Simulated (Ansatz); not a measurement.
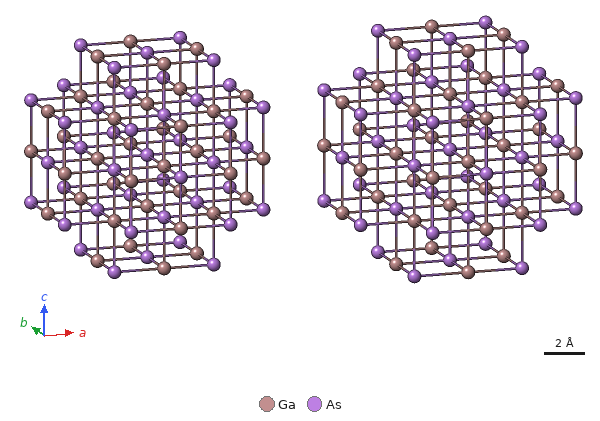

Two geometries of solid GaAs (built on the rock salt_225 type) (coarse preliminary run), drawn at one scale. One is the start of a relaxation, the other its converged end. A ball-and-stick model of the conventional cell (4 times the calculation's cell), seen slightly off an axis. Lengths and directions refer to the drawn axes.

The calculation used DFT r2SCAN, scalar-relativistic, plane waves, PAW in Ansatz 0.2.0. Set-up: plane-wave cutoff 500 eV; k-point mesh 6 × 6 × 6; occupations gaussian; smearing width 0.1 eV; no spin polarisation; cell and atoms relaxed; force threshold 0.04 eV/Å; at most 70 steps.

> Which one is relaxed?

The left one is the relaxed one. Case: rock salt type (Fm-3m, No. 225). Over 4 accepted moves (5 points after the start) the energy falls by 222 meV per atom. All forces vanish by symmetry, so only the cell relaxes. Pressure: −11.17 GPa at the start and −0.01 GPa at the end. The SCF was repeated once at an unchanged geometry on a basis and grid sized afresh for the cell, which shifted the energy by 0.6 meV per atom at most. The atoms keep their places relative to the cell (all moves are under 0.005 Å). Cell: a = b = c 5.767 → 5.325 Å (−7.7 %). Volume −21.3 %. Near-neighbour distances that change, for instance: As–Ga 2.883 → 2.662 Å. The space group stays Fm-3m (No. 225). The run took 16 s on 1 thread of Arm Neoverse V2 (shared host), peak memory 0.43 GiB.
